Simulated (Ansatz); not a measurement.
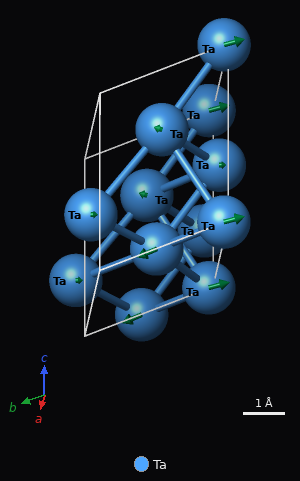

A relaxation of a crystal of Ta (set up in P1). The starting structure is drawn; green arrows show the displacements, 5 times their true length.

Style: ball-and-stick. Shown: the cell of the calculation, reduced to other axes, repeated 2 × 1 × 1 with one cell outlined, from a free direction. Lengths and directions refer to the drawn axes.

Case: all atoms moved at random, sigma 0.05 Å for each component, cell strained at random, sigma 0.01; relaxed back.

Theory: DFT PBEsol, scalar-relativistic, plane waves, PAW (Ansatz 0.2.0). Settings: plane-wave cutoff 420 eV; k-point mesh 10 × 10 × 10; occupations gaussian; smearing width 0.15 eV; no spin polarisation; atoms relaxed in a fixed cell; force threshold 0.01 eV/Å; at most 80 steps.

### Describe the change and its energy.

The largest moves, 0.11 Å, are those of Ta atoms. The cell doesn't change. Among the contacts that change: Ta–Ta 2.692 → 2.866 Å, Ta–Ta 3.014 → 2.850 Å, Ta–Ta 2.987 → 2.866 Å, Ta–Ta 2.752 → 2.850 Å. Within 0.06 Å the space group is P-1 at the start and Immm at the end; at a tighter tolerance small leftover displacements or strains of the cell lower it. The energy falls by 53.9 meV per atom in 2 accepted moves (4 points after the start). The largest force component goes from 1.5 to 0.0015 eV/Å. The line search rejected the trial step at point 1 of the run. 1 step only repeated the SCF at the same geometry.
